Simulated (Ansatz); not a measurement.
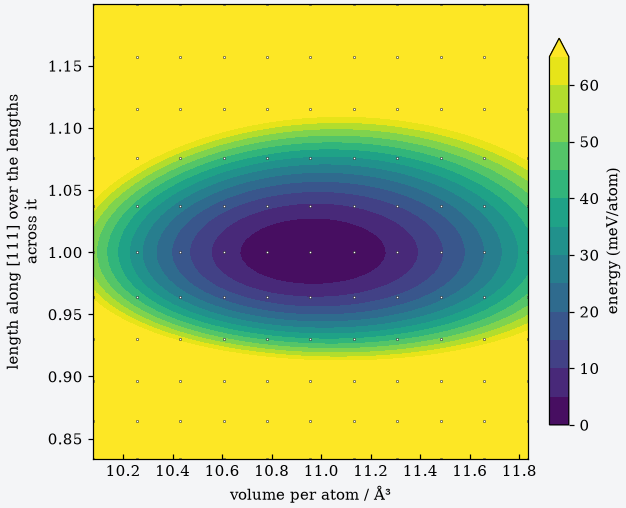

AlNi₃ (Fm-3m, No. 225; 4 atoms in the cell). 
- The energy is mapped over volume and the cell's shape.
- The first coordinate is: volume per atom; the second: length along [111] over the lengths across it, relative to the cubic cell.
- Nothing is relaxed (fractional coordinates fixed).
- The grid has 11 × 11 points.
- Points are written as (first, second).
- Energies: meV/atom, counted from the lowest grid point.
- The runs have no spin polarisation; a magnetic state may lie lower.
- All numbers below come from Ansatz 0.2.0, DFT PBEsol, scalar-relativistic, plane waves, PAW. Settings: cutoff 520 eV, k-mesh 14×14×14, gaussian smearing 0.15 eV, no spin polarisation.

Drawn: filled contours, dots at the grid points, one colour for all values above the top of the scale. Between grid points the surface is interpolated.

Q: Where is the minimum, and how stiff is the well along each coordinate?

A: The interpolated minimum is at volume per atom ≈ 10.956 Å³, the second coordinate ≈ 1.000. The curvatures there are about 0.46 eV/(Å³)² and 56 eV, with a cross term of about 0 eV/Å³ (per cell of 4 atoms). Round the minimum the two coordinates are nearly uncoupled.

PAW datasets: the set soft_1.
